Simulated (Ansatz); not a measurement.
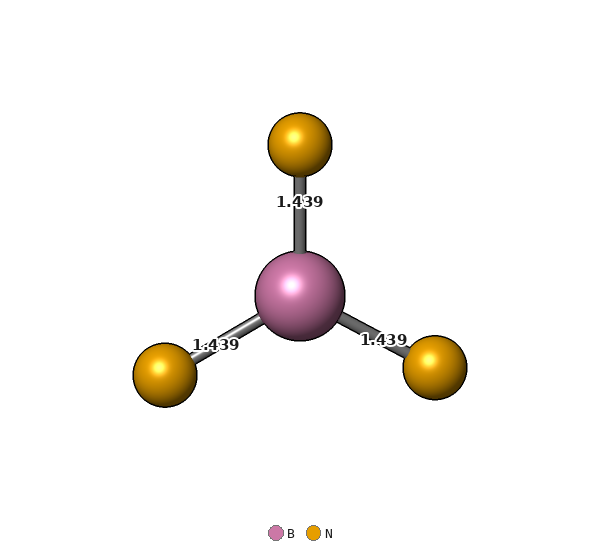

The surroundings of site B1 (at 0.333, 0.667, 0.250) in BN in space group P6_3/mmc, with bond lengths in Å.

Origin of the cell: coordinates from a relaxation at fixed volume with DFT PBE+D3(BJ), scalar-relativistic, plane waves, PAW in Ansatz.

```
CELL_PARAMETERS angstrom
2.49314 0.00000 0.00000
-1.24657 2.15912 0.00000
0.00000 0.00000 5.88263
ATOMIC_POSITIONS crystal
B 0.33333 0.66667 0.25000
B 0.66667 0.33333 0.75000
N 0.33333 0.66667 0.75000
N 0.66667 0.33333 0.25000
```

Bond valence s = exp((R0 − d)/b), R0 fitted to published crystal structures with b = 0.37 Å; R0 in Å: B3+–N 1.483.

Q: Calculate the bond-valence sum of B1 from the bonds drawn.

A: 3 × 1.126 = 3.38 v.u., against a formal valence of 3: overbonded (bonds short for this ion) by 0.38.

Q: And over the whole structure?

A:
```tsv
site	x, y, z	formal valence	bond-valence sum	difference
B1	0.333, 0.667, 0.250	+3	3.51	0.51
N1	0.333, 0.667, 0.750	−3	3.51	0.51
```

These sums include all anions within 5 Å. The global instability index (root mean square of the differences over all atoms) is 0.51 v.u.: above 0.2, which by the usual rule of thumb marks a strained structure. Cells relaxed with PBE tend to have slightly long bonds, which lowers the sums.
